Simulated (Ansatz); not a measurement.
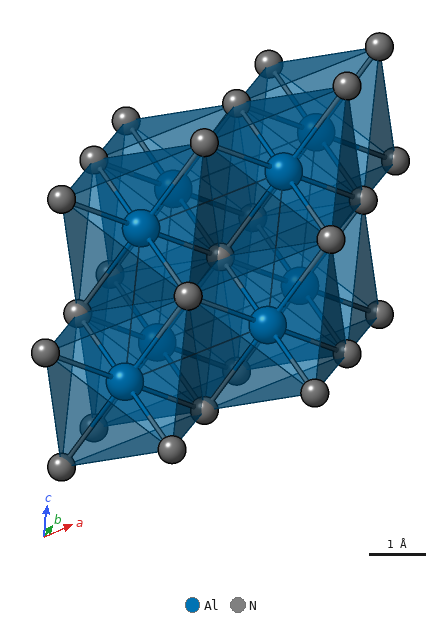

Figure 1. The structure (polyhedral view of the reduced cell, seen slightly off an axis; polyhedra are completed across the faces of the cell). An atom can appear more than once, as a periodic image.

Band-structure calculation, with input and output: AlN

AlN (R-3m, 2 atoms in the cell), computed with DFT, r2SCAN, plane waves, PAW, no spin polarisation (Ansatz 0.2.0).

The structure was built on a prototype by a generator. The geometry comes from this level: r2SCAN (a point of a series of strains). It belongs to a series of runs on one base structure; here: epitaxial_111 strain -1.0%.

### The input
```yaml
crystal:
  lattice:
    - [0.0153903006, 2.0140700682, 2.0140700682]
    - [2.0140700682, 0.0153903006, 2.0140700682]
    - [2.0140700682, 2.0140700682, 0.0153903006]
  atoms:
    - { symbol: Al, position: [0.0, 0.0, 0.0] }
    - { symbol: "N", position: [0.5, 0.5, 0.5] }
kpoints:
  mp_grid: { grid: [10, 10, 10] }
  band_path:
    path:
      - [0.0, 0.0, 0.0]
      - [0.5, 0.0, 0.5]
      - [0.625, 0.25, 0.625]
      - [0.375, 0.375, 0.75]
      - [0.5, 0.5, 0.5]
      - [0.5, 0.25, 0.75]
      - [0.0, 0.5, 0.5]
    npoints: 1
hamiltonian:
  xc: r2scan
scf:
  occupations: { method: fixed }
  n_extra_bands: 4
output:
  forces: true
  stress: true
  eigenvalues: true
  write_density: true
  write_potential: true
  elf: true
  volumetric_format: npy
```

Launched with:
```bash
ansatz run input.yaml --threads 2 --pin off --max-ram 29491MiB --backend cpu --events-out ev --progress --plain --runs-dir out
```

### Output
```
scf.n_extra_bands = 4 over 4 filled bands (N_el = 8.0): the run solves 8 bands
Engine: ansatz 0.2.0, x86_64-unknown-linux-gnu
Pseudopotentials: kind: paw
Pseudopotential: Al, paw, valence charge 3, recommended cutoff 500 eV (meta_gga), Al.paw.azcp
Pseudopotential: N, paw, valence charge 5, recommended cutoff 500 eV (meta_gga), N.paw.azcp
Functional definition: r2SCAN
  parameter k0 = 0.174
  parameter k1 = 0.065
  parameter a1 = 4.9479
  exchange = r2scan_x(k0 = k0, k1 = k1, a1 = a1)
  correlation = r2scan_c
Crystal: 2 atoms, lattice volume = 16.153 Å³
Basis set: ecut = 500 eV, 411 PW (Γ), exchange–correlation on 96×96×96 points (64 copies of the dense FFT grid, shifted against one another)
Bands: 8, of which v1, the nominal top of the filled ones, is band 4 counted from 1 (3 counted from 0)
Symmetry: 12 space group operations
Space group: R-3m (ITA 166), of the structure as read, at distance tolerance 2.5e-5 Å
k-points: 116 of 1000
Non-local potential: Al, projectors of the file, l = 0: 2, l = 1: 2, l = 2: 1
Non-local potential: N, projectors of the file, l = 0: 2, l = 1: 2, l = 2: 1
PAW form: soft (Blöchl's): semilocal exchange-correlation on the pseudo side does not see the compensation charge
PAW frozen core: Al, regenerated for the run's functional (the file was generated under x = pbe(κ = 0.804, μ = 0.2195149727645171), c = pbe(β = 0.06672455060314922))
PAW frozen core: N, regenerated for the run's functional (the file was generated under x = pbe(κ = 0.804, μ = 0.2195149727645171), c = pbe(β = 0.06672455060314922))
PAW one-centre angular grid: Al, 302 points (default); XC on 160 Gauss nodes
PAW one-centre angular grid: N, 302 points (default); XC on 160 Gauss nodes
Initial density: superposition of atomic densities (neutral atoms: chi_scale 0, normalization atom), corrected by the library's trained network
Initial wavefunctions: pseudopotential atomic-orbital guess
Functional: x = r2scan, c = r2scan; τ floored in thin density (d = 2e-4 eV/Å³)
SCF iter   1: F=—  HF=-928.003432 eV  |F-HF|=—  |Δ(HF+E_count)|=         —  Δρ=7.31e-3  dr2=8.48e-3  dr2_τ=1.76e-1  ethr=1.77e-3  ⟨swp⟩=4.2  Hψ=5608  notcnv=0  defer=186
preconditioner: auto → none  [insulator: Δε(μ)=5.531 eV  Ē_g=18.380 eV  n_scr=0 (ndim 8)  ℏωp=26.1 eV  f_vac=0.000  ε∞_Penn≈3.0]
SCF iter   2: F=—  HF=-928.139979 eV  |F-HF|=—  |Δ(HF+E_count)|=   1.37e-1  Δρ=5.49e-3  dr2=3.02e-3  dr2_τ=8.67e-5  ethr=1.06e-4  ⟨swp⟩=2.9  Hψ=2711  notcnv=0  defer=223
SCF iter   3: F=—  HF=-928.140505 eV  |F-HF|=—  |Δ(HF+E_count)|=   5.26e-4  Δρ=1.55e-3  dr2=4.08e-4  dr2_τ=1.47e-5  ethr=3.77e-5  ⟨swp⟩=2.5  Hψ=1693  notcnv=0  defer=230
SCF iter   4: F=—  HF=-928.140515 eV  |F-HF|=—  |Δ(HF+E_count)|=   9.87e-6  Δρ=4.03e-4  dr2=2.80e-5  dr2_τ=4.95e-6  ethr=5.10e-6  ⟨swp⟩=2.2  Hψ=1633  notcnv=0  defer=230
SCF iter   5: F=—  HF=-928.140512 eV  |F-HF|=—  |Δ(HF+E_count)|=   2.15e-6  Δρ=1.09e-4  dr2=2.03e-6  dr2_τ=2.61e-8  ethr=3.51e-7  ⟨swp⟩=2.3  Hψ=1331  notcnv=0  defer=69
SCF iter   6: F=-928.140512 eV  HF=-928.140512 eV  |F-HF|=4.48e-8  |Δ(HF+E_count)|=   1.49e-7  Δρ=2.35e-5  dr2=9.37e-8  dr2_τ=1.13e-9  ethr=1.25e-9  ⟨swp⟩=7.5  Hψ=6628  notcnv=0
SCF 1 converged in 6 iterations: F = -928.140512 eV  dr2 = 9.37e-8
  greatest PAW one-centre occupation: 0.793 electrons in one spin orbital (limit 2), on the N atom at site 1 (counted from 0), in its partial waves of l = 0
NSCF: frozen V_eff on 7 k-points
SCF converged after 6 iterations
Free energy (F): -928.140512 eV
Harris-Foulkes:  -928.140512 eV  (|F-HF|=4.48e-8)
Internal energy: -928.140512 eV  (E = F + TS)
E sigma→0 (E₀):  -928.140512 eV
Fermi energy:    11.420063 eV
--- Per-component energies (eV) ---
  E_band       = 37.009106
  E_kinetic    = 165.332482
  E_local      = -167.782382  (includes V_loc(G=0)·N_el)
  E_nonlocal   = 53.230533
  E_hartree    = 62.394159
  E_xc         = -100.568821
  E_vxc        = -121.625732  (∫ρ·V_xc dr)
  E_paw        = -602.297059  (= ΣΔE_a)
  E_vpaw       = -23.396741  (= ΣTr[D̂ρ^β])
  E_aug_tail   = 0.000019  (compensation charges beyond the density's cutoff)
  E_vtau       = 6.467027  (kinetic-family band-sum trace: ∫τ·v_τ [+ j·A + Jᵃ·Aᵃ] dr)
  E_ewald      = -338.359771
  E_core_change = -0.089673  (= ΣΔE_core)
  E_smearing   = -0.000000  (= −TS)
  E_closure    = 0.000000  (closes the sum)
  Σ components = -928.140512   (vs F -928.140512, Δ=0.00e0)
--- Forces (eV/Å), atoms counted from 1 ---
  atom   1  Al     0.00000000    -0.00000000     0.00000000
  atom   2  N      0.00000000    -0.00000000    -0.00000000
  max |Σ_I F_I| component: 5.78e-30 eV/Å
--- Stress (GPa, compression-positive) ---
        5.355318      -2.691723      -2.691723
       -2.691723       5.355318      -2.691723
       -2.691723      -2.691723       5.355318
  P = ⅓ Tr σ = 5.3553 GPa (53.553 kbar)
--- Band table (eV; the first three rows and the last of 116) ---
  k-point 0: bands = ["-7.2375", "11.2514", "11.4201", "11.4201", "18.1677", "24.1294", "24.4830", "24.4830"]
  k-point 1: bands = ["-7.0236", "10.3666", "11.1387", "11.2817", "18.7784", "23.5994", "24.5191", "24.8062"]
  k-point 2: bands = ["-6.4029", "8.1451", "10.8120", "10.9460", "19.3383", "23.2840", "24.8822", "25.0590"]
  k-point 115: bands = ["-3.9777", "2.6948", "10.2593", "10.2593", "18.5943", "23.6819", "23.6819", "26.2105"]
```

### File rho_z.tsv
```
# z_ang	rho[e/angstrom^3]
# format = ansatz-planar-average/11
# lattice	0.015390301	2.014070068	2.014070068
# lattice	2.014070068	0.015390301	2.014070068
# lattice	2.014070068	2.014070068	0.015390301
# sites	2
# site	13	0.000000000	0.000000000	0.000000000
# site	7	2.021765219	2.021765219	2.021765219
0.000000	1.978056e-1
0.118682	2.046333e-1
0.237364	2.252406e-1
0.356046	2.601583e-1
0.474728	3.101139e-1
0.593410	3.755442e-1
0.712092	4.563481e-1
0.830774	5.500254e-1
0.949456	6.483022e-1
1.068138	7.374245e-1
1.186819	8.044947e-1
1.305501	8.438399e-1
1.424183	8.564467e-1
1.542865	8.438399e-1
1.661547	8.044947e-1
1.780229	7.374245e-1
1.898911	6.483022e-1
2.017593	5.500254e-1
2.136275	4.563481e-1
2.254957	3.755442e-1
2.373639	3.101139e-1
2.492321	2.601583e-1
2.611003	2.252406e-1
2.729685	2.046333e-1
```

### File v_z.tsv
```
# z_ang	v_es[eV]	v_tot[eV]
# format = ansatz-planar-average/11
# xc	r2scan
# density_cutoff_ev	2000
# datasets	Al=:simpson_from_first_knot:soft:shift=0	N=:simpson_from_first_knot:soft:shift=0
# lattice	0.015390301	2.014070068	2.014070068
# lattice	2.014070068	0.015390301	2.014070068
# lattice	2.014070068	2.014070068	0.015390301
# sites	2
# site	13	0.000000000	0.000000000	0.000000000
# site	7	2.021765219	2.021765219	2.021765219
0.000000	5.200323e0	-5.698180e0
0.118682	5.214759e0	-5.759000e0
0.237364	5.248370e0	-5.930481e0
0.356046	5.316263e0	-6.108195e0
0.474728	5.392470e0	-6.286113e0
0.593410	5.308110e0	-6.738938e0
0.712092	4.987397e0	-7.553880e0
0.830774	4.507734e0	-8.555859e0
0.949456	3.950316e0	-9.606593e0
1.068138	3.358057e0	-1.056847e1
1.186819	2.790915e0	-1.133450e1
1.305501	2.361096e0	-1.189261e1
1.424183	2.197289e0	-1.212033e1
1.542865	2.361096e0	-1.189261e1
1.661547	2.790915e0	-1.133450e1
1.780229	3.358057e0	-1.056847e1
1.898911	3.950316e0	-9.606593e0
2.017593	4.507734e0	-8.555859e0
2.136275	4.987397e0	-7.553880e0
2.254957	5.308110e0	-6.738938e0
2.373639	5.392470e0	-6.286113e0
2.492321	5.316263e0	-6.108195e0
2.611003	5.248370e0	-5.930481e0
2.729685	5.214759e0	-5.759000e0
```

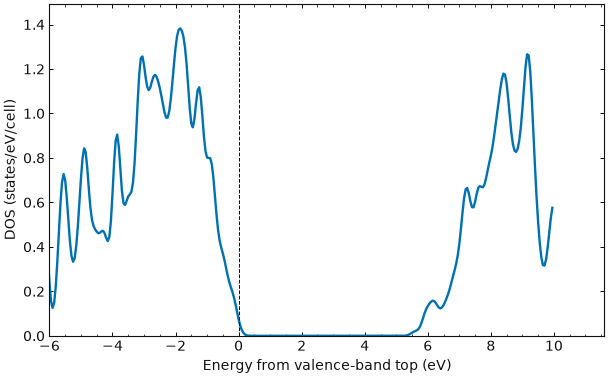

Figure 2. Density of states (the curve is built from the levels of the k mesh with Gaussians 0.3 eV wide, which also blur the band edges), with energies from the valence-band top. There is a gap of 5.60 eV on the k-point mesh. Small ripples come from the finite k-point mesh.

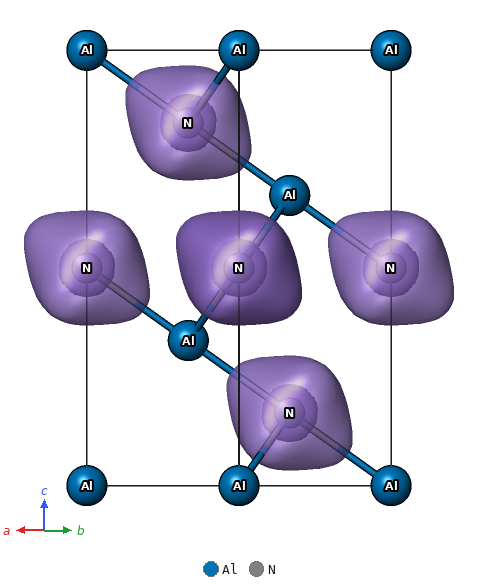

Figure 3. Isosurface of the electron localisation function at 0.7 (purple), seen along [110]. Core shells and regions of very low density are left out. Sticks mark near contacts. The outline is the cell set on symmetry axes. Profiles from the grid: Al–N (2.01 Å): the ELF is about 0.80 at the midpoint. Core electrons are frozen (PAW), so the fields are smoothed inside the atomic spheres.

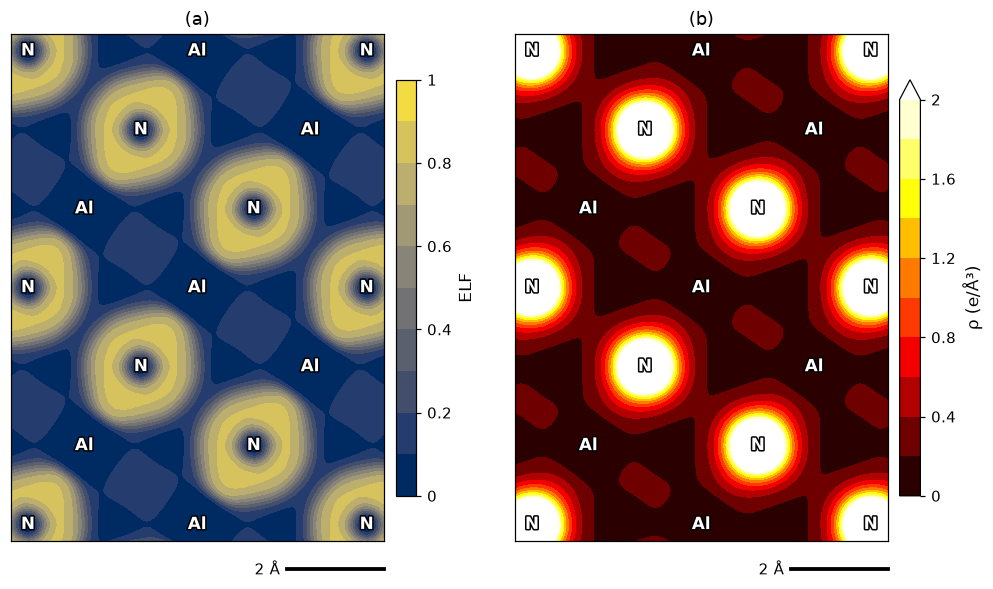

Figure 4. (a) ELF; (b) valence electron density on the (110) plane of the conventional cell. The section cuts through Al and N sites. Al–N (2.01 Å): ρ at the midpoint is about 0.55 e/Å³; the ELF is about 0.80 at the midpoint. Away from the nuclei the density in this plane falls to 0.11 e/Å³ at its lowest.

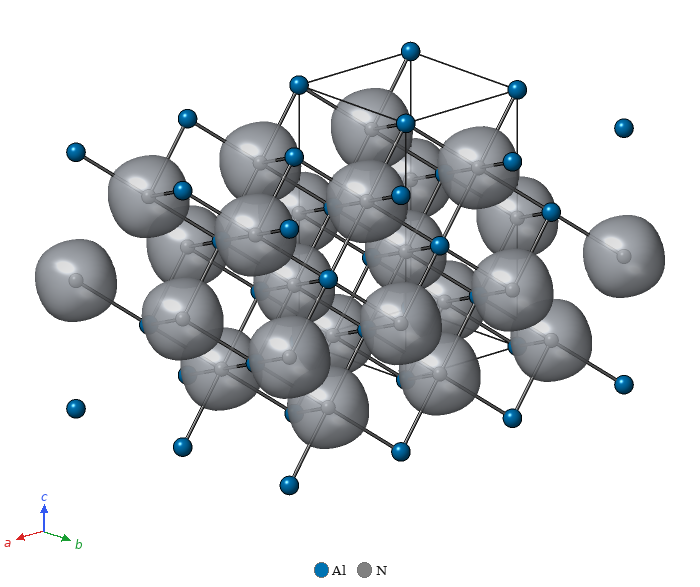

Figure 5. Isosurface of the valence pseudo-density at 0.6 e/Å³ (grey), seen at an oblique angle. Sticks mark near contacts. The outline is the cell set on symmetry axes. At this value the density breaks into separate islands; it holds about 60 % of the electrons treated as valence. It is pinched off along the Al–N (2.01 Å) contacts. On the grid the lowest density along these lines, outside the cores, is 0.45 e/Å³ (Al–N, 2.01 Å).

### Summary

| quantity | value |
| --- | --- |
| outcome | converged |
| space group (tolerance 0.01 Å) | R-3m (166) |
| electrons treated | 8 |
| free energy | −928.1405 eV |
| Fermi energy | 11.420 eV |
| gap on the k-point mesh | 5.60 eV |
| pressure | 5.36 GPa |
| largest force (length of the vector) | under 0.001 eV/Å |
| hardware | 2 threads of AMD EPYC (Zen 3), 1656 GiB of memory available, shared host |
| wall time | 1.6 s (CPU time 2.9 s) |
| peak memory | 0.46 GiB |

The cell is under a pressure of 5.4 GPa at this level, so it is not at its equilibrium volume.
